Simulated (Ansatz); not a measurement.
The calculation's input:

```
crystal:
  lattice:
    - [-2.9713732078, 3.4098156797, 0.0]
    - [-1.4856866039, 1.7049078399, -4.2047460604]
    - [-5.9427464156, -3.4098156797, 0.0]
  atoms:
    - { symbol: Ti, position: [0.6471152677, 0.0, 0.6764423661] }
    - { symbol: Ti, position: [0.3333333333, 0.0, 0.3333333333] }
    - { symbol: Ti, position: [0.0, 1.0, 1.0] }
    - { symbol: Si, position: [0.6629735383, 0.3407195901, 0.3333333333] }
    - { symbol: Si, position: [0.329640205, 0.3407195901, 0.0] }
    - { symbol: Si, position: [0.9963068716, 0.3407195901, 0.6666666667] }
    - { symbol: Si, position: [0.0036931284, 0.6592804099, 0.3333333333] }
    - { symbol: Si, position: [0.670359795, 0.6592804099, 0.0] }
    - { symbol: Si, position: [0.3370264617, 0.6592804099, 0.6666666667] }
basis:
  ecutwfc: 420
kpoints:
  mp_grid: { grid: [12, 12, 8] }
hamiltonian:
  xc: pbe
scf:
  occupations: { method: gaussian, width: 0.15 }
output:
  forces: true
  stress: true
  eigenvalues: true
  write_density: true
  write_potential: true
  elf: true
  volumetric_format: npy
```

Command:

```sh
ansatz run input.yaml --threads 1 --pin off --max-ram 2560MiB --backend cpu --events-out ev --progress --plain --runs-dir out
```

Below, planes, directions and counts refer to the conventional cell (a = 4.52 Å, b = 8.41 Å, c = 6.85 Å, α = 90.00°, β = 101.22°, γ = 90.00°).

Space group Cm; a structure from a database of computed crystals, not necessarily the ambient phase; changed on purpose from its base cell (atom 1 (Ti) moved -0.100 A along Cartesian [0 1 0]); not relaxed (largest force 1.0 eV/Å); computed without spin polarisation.

Computed with DFT PBE, scalar-relativistic, plane waves, PAW in Ansatz 0.2.0.

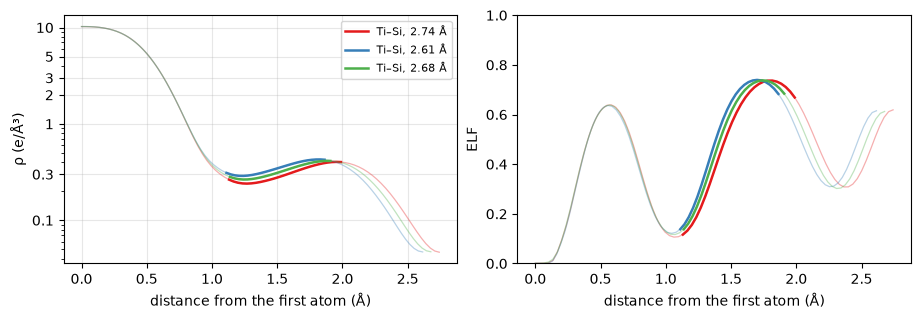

TiSi2. Valence charge density (pseudo) and electron localisation function along straight lines between neighbouring atoms. Thin, pale parts lie inside the atomic spheres.

The density is the valence pseudo-density of a PAW calculation; it isn't the true density close to the nuclei.

> Compare the contacts.

Ti–Si (2.74 Å): the density is about 0.25 e/Å³ at the midpoint; the ELF peaks at about 0.75 in the valence shell of Si, 0.9 Å from its nucleus, and is about 0.35 at the midpoint.
Ti–Si (2.61 Å): ρ is about 0.3 e/Å³ halfway; the ELF peaks at about 0.75 in the valence shell of Si, 0.9 Å from its nucleus, and is about 0.35 at the midpoint.
Ti–Si (2.68 Å): the density is about 0.27 e/Å³ at the midpoint; the ELF peaks at about 0.75 in the valence shell of Si, 0.9 Å from its nucleus, and is about 0.40 at the midpoint.
